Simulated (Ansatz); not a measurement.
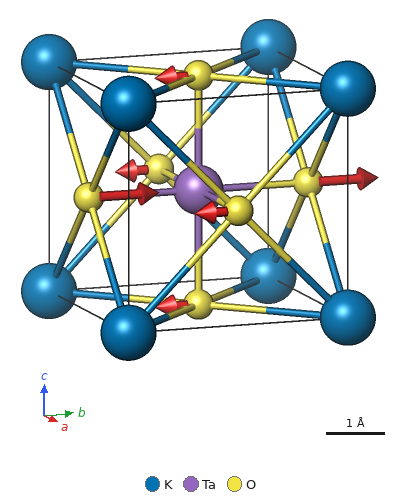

Normal modes of solid KTaO3 (a generated structure), space group Pm-3m (No. 221), at the zone centre. The optical levels lie at 81i (×3), 178 (×3), 264 (×3), 503 (×3) cm⁻¹. One mode is drawn. The red arrows are the displacements of the atoms (eigenvector over the root of the mass), of arbitrary overall length and sign. A ball-and-stick model of the cell of the calculation, seen slightly off an axis.

Theory: DFT PBE, scalar-relativistic, plane waves, PAW in Ansatz 0.2.0. Settings: plane-wave cutoff 420 eV; k-point mesh 8 × 8 × 8; occupations fixed; no spin polarisation.

Frequencies are those without the non-analytic (LO–TO) term.

**Which of these frequencies is the drawn mode's?**

The level at 503 cm⁻¹. This is the T₁u mode (triply degenerate; one member of the set is drawn), the highest optical level (1 lower level is imaginary, so the structure is unstable), infrared-active by symmetry. The K and Ta atoms hardly move; all motion is along b; it stretches the shortest O–Ta bonds (2.01 Å). Its infrared intensity is 58 (D/Å)²/amu for the set.
